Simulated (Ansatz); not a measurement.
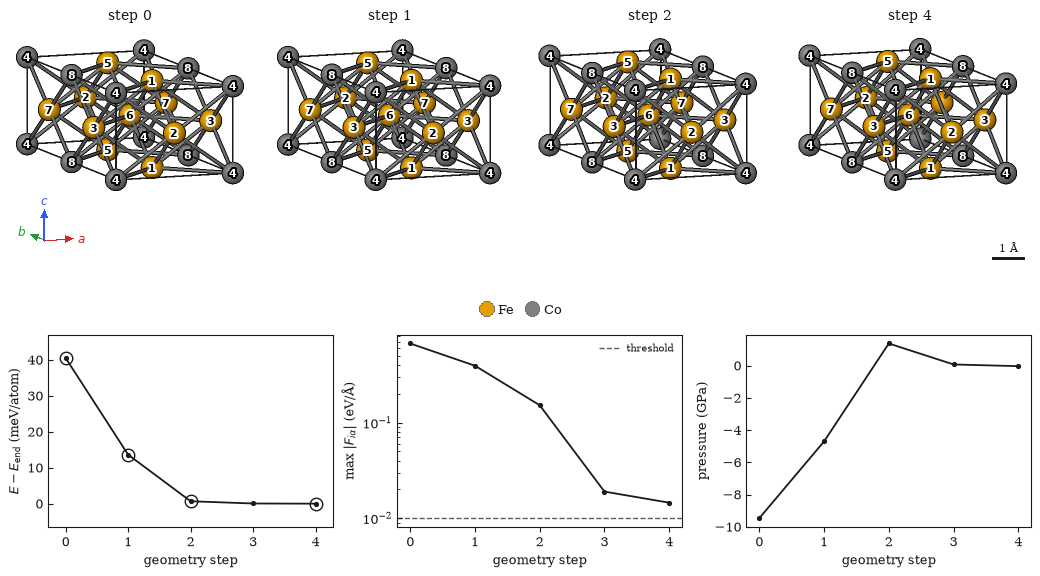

Frames of a relaxation of crystalline Fe3Co (set up in P4/mmm), marked on the history of the run. Style: ball-and-stick. Shown: the cell of the calculation, slightly off an axis.

Case: antiferromagnetic, doubled cell, propagation vector (0, 1/2, 0).

All numbers below come from DFT PBEsol, scalar-relativistic, plane waves, PAW (Ansatz).

The input:
```yaml
crystal:
  lattice:
    - [4.023579445, 0.0, 0.0]
    - [0.0, 8.04715889, 0.0]
    - [0.0, 0.0, 2.82770517]
  atoms:
    - { symbol: Fe, position: [0.5, 0.25, 0.0], spin: 4.0 }
    - { symbol: Fe, position: [0.5, 0.0, 0.5], spin: 4.0 }
    - { symbol: Fe, position: [0.0, 0.25, 0.5], spin: 4.0 }
    - { symbol: Co, position: [0.0, 0.0, 0.0], spin: 3.0 }
    - { symbol: Fe, position: [0.5, 0.75, 0.0], spin: -4.0 }
    - { symbol: Fe, position: [0.5, 0.5, 0.5], spin: -4.0 }
    - { symbol: Fe, position: [0.0, 0.75, 0.5], spin: -4.0 }
    - { symbol: Co, position: [0.0, 0.5, 0.0], spin: -3.0 }
basis:
  ecutwfc: 420
kpoints:
  mp_grid: { grid: [10, 5, 14] }
hamiltonian:
  xc: pbesol
scf:
  occupations: { method: gaussian, width: 0.1 }
  lower_state_search: "off"
output:
  forces: true
  stress: true
  eigenvalues: true
  populations: true
magnetization:
  spin_polarized: true
relax:
  adjacent_minimum: "off"
  f_tol: 0.01
  max_steps: 60
  cell: { stress_tol: 0.05 }
```

Command:
```bash
ansatz run input.yaml --threads 1 --pin off --max-ram 2560MiB --backend cpu --events-out ev --progress --plain --runs-dir out
```

What happens along the run?

Answer. The run was cut off at its time limit before the relaxation converged, so the last structure is only a point on the way. After 4 geometry steps the energy has fallen by 40.5 meV per atom. Largest force component: 0.67 eV/Å at the start, 0.015 eV/Å at the end. Pressure: −9.47 GPa at the start and −0.03 GPa at the end. The largest moves relative to the cell, 0.071 Å, are those of Co4 and Co8. Co8 goes along +b. Largest moves by element: Co 0.071 Å, Fe 0.055 Å. The drawn cell changes as follows: a 4.024 → 3.811 Å (−5.3 %), b 8.047 → 7.758 Å (−3.6 %), c 2.828 → 2.916 Å (+3.1 %); the volume changes by −5.8 %. Near-neighbour distances that change, for instance: Fe1–Co4 2.845 → 2.631 Å, Fe2–Fe7 2.845 → 2.654 Å, Fe1–Fe3 2.459 → 2.401 Å, Fe2–Co4 2.459 → 2.403 Å. The space group (tolerance 0.01 Å) goes from P4/mmm (No. 123) to Pmm2 (No. 25). Cost: 7.6 min on 1 thread of AMD EPYC 9R45 96-Core Processor (Zen 5), with other jobs on the host, peak memory 1.6 GiB. From step 0 to 1: Co atoms move most (0.03 Å), volume −3.0 %, energy −26.9 meV per atom. From step 1 to 2: Co atoms move most (0.05 Å), volume −3.5 %, energy −13.0 meV per atom. From step 2 to 4: volume +0.6 %, energy −0.7 meV per atom.

| step | E − E(0), meV/atom | largest force component, eV/Å | pressure, GPa | volume, Å³/atom |
| --- | --- | --- | --- | --- |
| 0 | 0.00 | 0.6747 | -9.47 | 11.445 |
| 1 | -26.88 | 0.3948 | -4.70 | 11.104 |
| 2 | -39.83 | 0.1524 | 1.38 | 10.713 |
| 3 | -40.45 | 0.0190 | 0.07 | 10.773 |
| 4 | -40.50 | 0.0145 | -0.03 | 10.777 |
